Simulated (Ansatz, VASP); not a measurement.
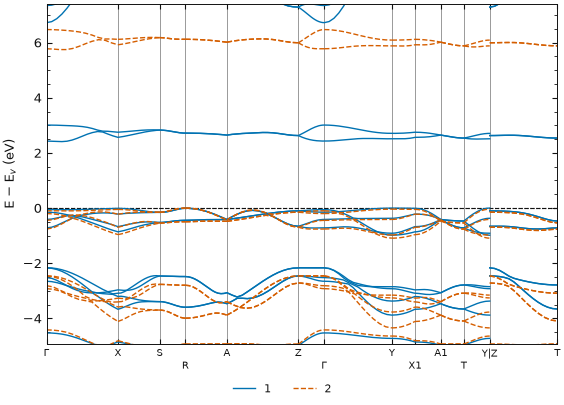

Band structures of Cl, space group Cmce, 4 atoms in the primitive cell (a = 3.87 Å, b = 3.87 Å, c = 8.21 Å, α = 90.00°, β = 90.00°, γ = 71.16°), by two methods on the same cell. Each is counted from its own valence-band top.

Which curve is which? The methods: r2SCAN-EpsX (VASP), PBEsol (Ansatz).

Answer. 1 is PBEsol (Ansatz); 2 is r2SCAN-EpsX (VASP). PBEsol (Ansatz) gives a gap of 2.41 eV along the path and r2SCAN-EpsX (VASP) gives a gap of 5.75 eV along the path.

Settings. PBEsol (Ansatz): Ansatz PAW, no spin polarisation, no spin-orbit coupling, 7×7×4 k mesh, 420 eV cutoff, Fermi-Dirac smearing of 0.05 eV (Ansatz). r2SCAN-EpsX (VASP): a hybrid whose share of exact exchange is set to 1/ε∞, VASP PAW PBE potentials, release 64 (Cl), no spin polarisation, no spin-orbit coupling, 6×6×2 k mesh, 520 eV cutoff, Gaussian smearing of 0.02 eV (VASP 6.6.1).

In reduced coordinates of the cell that was run, X is (0.378, −0.378, 0), S is (0, −0.5, 0), R is (0, −0.5, −0.5), A is (0.378, −0.378, −0.5), Z is (0, 0, −0.5), Y is (−0.5, −0.5, 0), X1 is (−0.378, −0.622, 0), A1 is (−0.378, −0.622, −0.5) and T is (−0.5, −0.5, −0.5). Bands are joined in order of energy. The two runs differ in program as well. The PAW data sets were made with another functional. LDA, GGA and most meta-GGA functionals understate gaps. r2SCAN-EpsX (VASP): the k mesh is thin for exact exchange.
